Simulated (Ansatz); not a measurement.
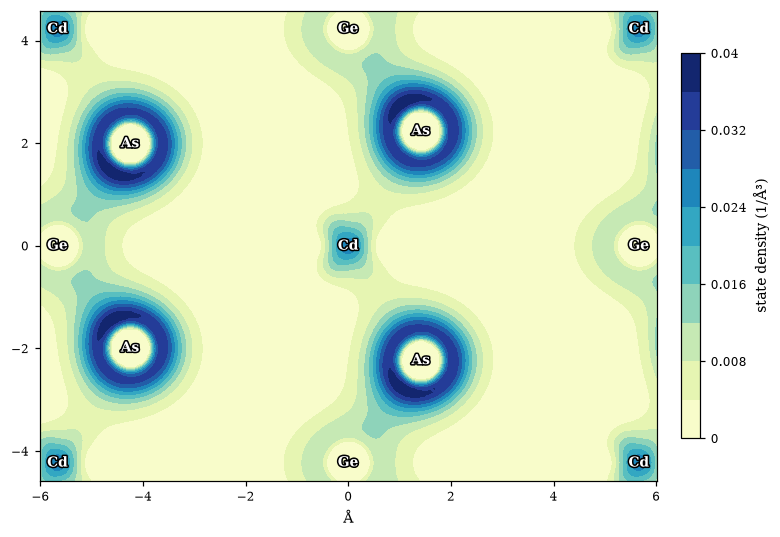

CdGeAs$_{2}$. Density of the Kohn–Sham states from −12.8 to −10.6 eV about the valence-band maximum (a separate group of bands), scaled to one electron a cell: a map on the (11̄0) plane of the conventional cell.

Space group I-42d; the calculation finds a residual pressure of about −3 GPa at this fixed cell. The cell comes from a database of computed structures, not from a measurement.

Theory: DFT LDA, scalar-relativistic, plane waves, PAW in Ansatz.

Core electrons are frozen (PAW), so the fields are smoothed inside the atomic spheres.

**Which atoms and orbitals make up these states?**

Löwdin projections on the PAW files' atomic orbitals give As 4s (65 %), Ge 4s (10 %) and Ge 4p (10 %).
- In space (atomic cells sized by Bader volumes) the density divides as As about 75 %, Ge about 15 % and Cd about 10 %.
- The group holds 8 electrons when full, in the cell of the calculation (8 atoms).
